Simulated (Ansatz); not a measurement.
# Ti₃Si₂: what the fields show

```
CELL_PARAMETERS angstrom
4.54915 0.00000 0.00000
0.00000 4.54915 0.00000
0.00000 0.00000 4.54915
ATOMIC_POSITIONS crystal
Ti 0.50000 0.00000 0.00000
Ti 0.00000 0.50000 0.00000
Ti 0.00000 0.00000 0.50000
Si 0.50000 0.50000 0.50000
Si 0.00000 0.00000 0.00000
```

Space group Pm-3m; a structure generated by program, which may or may not match a known phase; computed without spin polarisation.

The calculation used DFT PBE, scalar-relativistic, plane waves, PAW (Ansatz).

In a PAW calculation such maps are meaningful between the atoms, not at the nuclei.

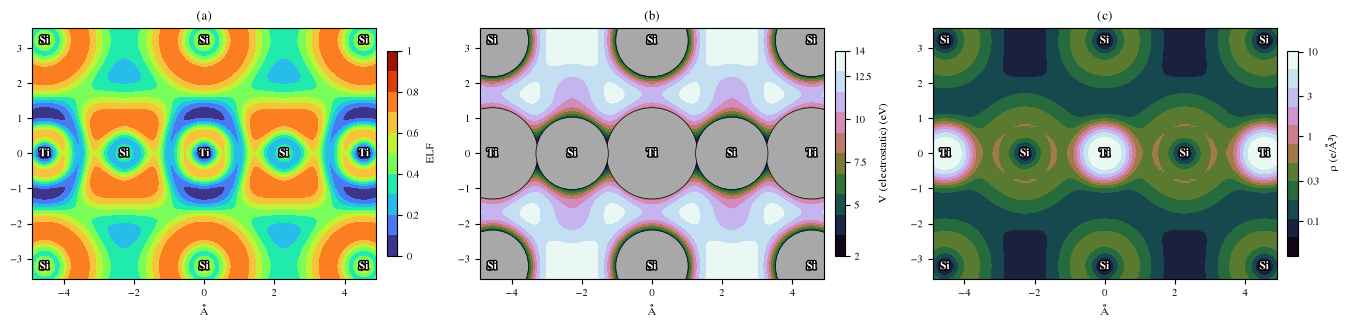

Figure 1. (a) ELF; (b) electrostatic potential energy of an electron; (c) valence pseudo-density on the (101) plane of the conventional cell. Grey discs cover the atomic cores in the potential map.

Question: Describe what can be read from this map.

Answer: Atoms in the plane: Ti and Si. Ti–Si (2.27 Å): ρ is about 0.48 e/Å³ halfway; the ELF peaks at about 0.60 in the valence shell of Si, 0.9 Å from its nucleus, and is about 0.30 at the midpoint. Between the atoms the lowest density in this plane is 0.08 e/Å³. The features right at Ti lie inside the PAW spheres, where the map follows smoothed inner orbitals and isn't to be read closely. Outside the cores the potential energy rises away from the atoms and is highest about 2.1 Å from the nearest atoms; its zero is arbitrary.

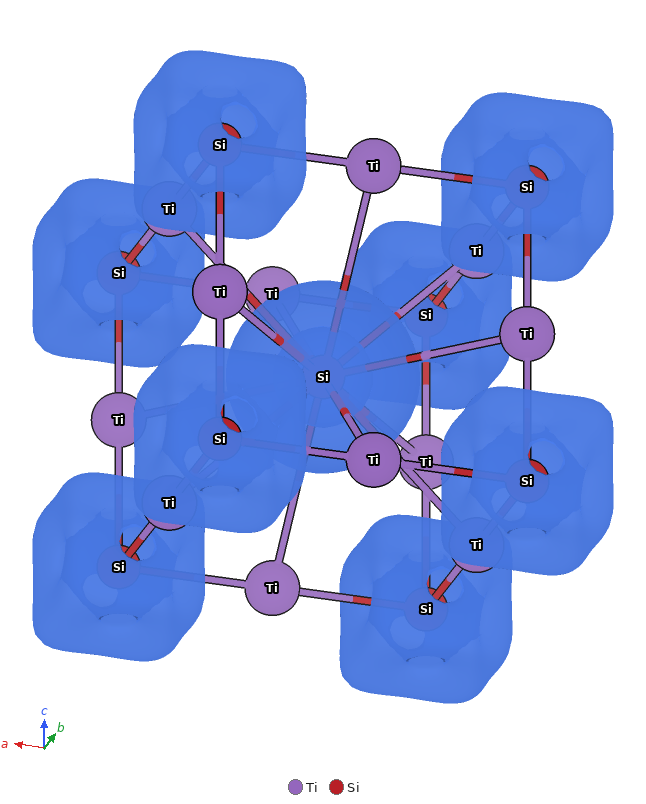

Figure 2. Isosurface of the electron localisation function at 0.65 (blue), seen at an oblique angle. Core shells and regions of very low density are left out. Sticks mark near contacts.

Question: Identify the bonds, lone pairs and shells in this picture.

Answer: The surface consists of two regions wrapped around Si (the valence shell of each), counted in one cell of 5 atoms. Any copies at cell faces, edges or corners count once.

Question: Metal or insulator at this level of theory?

Answer: It is gapless in this calculation (a metal or semimetal).
